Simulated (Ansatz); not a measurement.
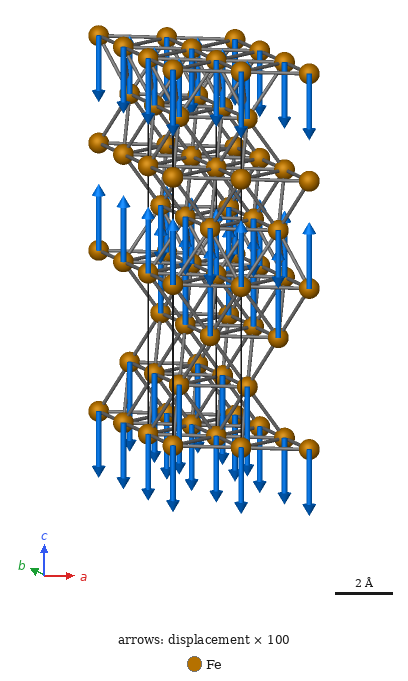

A relaxation of crystalline Fe (a generated structure, set up in P-3m1). The starting structure is drawn; blue arrows show the displacements (the part carried along by the change of the cell is left out), 100 times their true length.

The picture is a ball-and-stick view of the cell of the calculation, repeated 2 × 3 × 1 with one cell outlined, seen slightly off an axis.

Case: stacking ABCACAB.

Computed with Ansatz 0.2.0, DFT PBE, scalar-relativistic, plane waves, PAW.

The input:
```yaml
crystal:
  lattice:
    - [2.4606269722, 0.0, 0.0]
    - [-1.2303134861, 2.1309654672, 0.0]
    - [0.0, 0.0, 13.6146644589]
  atoms:
    - { symbol: Fe, position: [0.0, 0.0, 0.0] }
    - { symbol: Fe, position: [0.3333333333, 0.6666666667, 0.1428571429] }
    - { symbol: Fe, position: [0.6666666667, 0.3333333333, 0.2857142857] }
    - { symbol: Fe, position: [0.0, 0.0, 0.4285714286] }
    - { symbol: Fe, position: [0.6666666667, 0.3333333333, 0.5714285714] }
    - { symbol: Fe, position: [0.0, 0.0, 0.7142857143] }
    - { symbol: Fe, position: [0.3333333333, 0.6666666667, 0.8571428571] }
basis:
  ecutwfc: 420
kpoints:
  mp_grid: { grid: [21, 21, 4] }
hamiltonian:
  xc: pbe
scf:
  occupations: { method: gaussian, width: 0.1 }
output:
  forces: true
  stress: true
  eigenvalues: true
  populations: true
relax:
  adjacent_minimum: "off"
  f_tol: 0.01
  max_steps: 45
  cell: { stress_tol: 0.05 }
```

Run as
```bash
ansatz run input.yaml --threads 2 --pin off --max-ram 4096MiB --backend cpu --events-out ev --progress --plain --runs-dir out
```

**What did the optimiser do to the structure, and how much energy did it gain?**

Over 4 accepted moves (5 points after the start) the energy falls by 43.6 meV per cell of the calculation. Largest force component: 0.49 eV/Å at the start, 0.0038 eV/Å at the end. Pressure: 0.93 GPa at the start and 0.01 GPa at the end. At 1 point the geometry stayed and the basis and grid were re-selected for the new cell (energy shift of 0.1 meV per cell of the calculation at most each time). The largest moves relative to the cell, 0.032 Å, are those of Fe2 and Fe3. Fe3 goes along +c. The volume changes by +0.3 %, with a = b 2.461 → 2.453 Å (−0.3 %), c 13.615 → 13.739 Å (+0.9 %). Some distances before and after: Fe2–Fe3 2.409 → 2.473 Å, Fe5–Fe6 2.409 → 2.438 Å, Fe1–Fe7 2.409 → 2.384 Å, Fe1–Fe1 2.461 → 2.453 Å. The space group stays P-3m1 (No. 164). Cost: 2.4 min on 2 threads of Arm Neoverse V2, on a shared host, peak memory 0.87 GiB.
